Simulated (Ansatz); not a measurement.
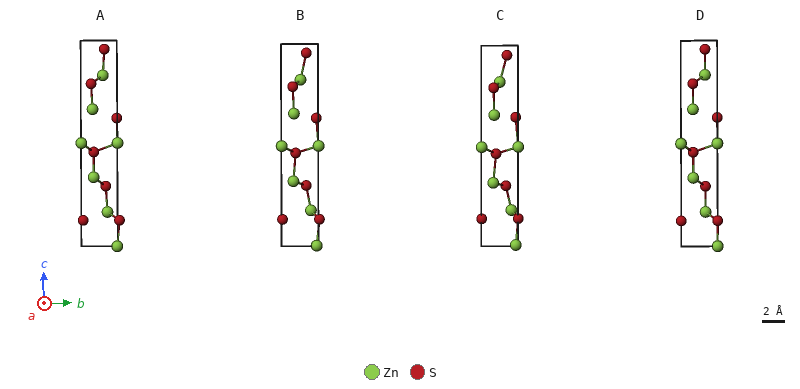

4 geometries from one relaxation of a crystal of ZnS (set up in P1), in shuffled order. A ball-and-stick model of the cell of the calculation, seen along the a axis.

Case: all atoms moved at random, sigma 0.25 Å for each component, cell strained at random, sigma 0.01; relaxed back.

All numbers below come from DFT PBE, scalar-relativistic, plane waves, PAW (Ansatz). (plane-wave cutoff 420 eV; k-point mesh 6 × 6 × 2; occupations gaussian; smearing width 0.05 eV; no spin polarisation; cell and atoms relaxed; force threshold 0.01 eV/Å; at most 80 steps)

Q: Put them in the order of the run, from the start to the converged end.

A: C, B, A, D. They are steps 0, 1, 3, 6, at +574 meV per atom, +208 meV per atom, +9.2 meV per atom relative to the last. A Zn atom moves most relative to the cell: 0.63 Å in a general direction near [2 3 0]. By element the largest moves are Zn 0.63 Å, S 0.47 Å. The drawn cell changes as follows: a 3.826 → 3.847 Å (+0.6 %), b 3.858 → 3.848 Å (−0.2 %), c 18.413 → 18.872 Å (+2.5 %), α 90.2° → 90.0°, β 89.0° → 90.0°, γ 119.5° → 120.0°; the volume changes by +2.3 %. Some distances before and after: S–Zn 1.805 → 2.356 Å, S–Zn 2.854 → 2.357 Å, S–Zn 2.803 → 2.357 Å, S–Zn 1.932 → 2.357 Å. Bond angles that change, for instance: S–Zn–S 147.5° → 109.5°, Zn–S–Zn 147.5° → 109.5°, Zn–S–Zn 82.9° → 109.4°. Within 0.06 Å the space group is P1 at the start and P6_3mc at the end; at a tighter tolerance small leftover displacements or strains of the cell lower it. Over 5 accepted moves (6 points after the start) the energy falls by 574 meV per atom. Largest force component: 9.4 eV/Å at the start, 0.0055 eV/Å at the end. The pressure goes from 11.74 to 0.02 GPa. The SCF was repeated once at an unchanged geometry on a basis and grid sized afresh for the cell, which shifted the energy by 0.2 meV per atom at most.
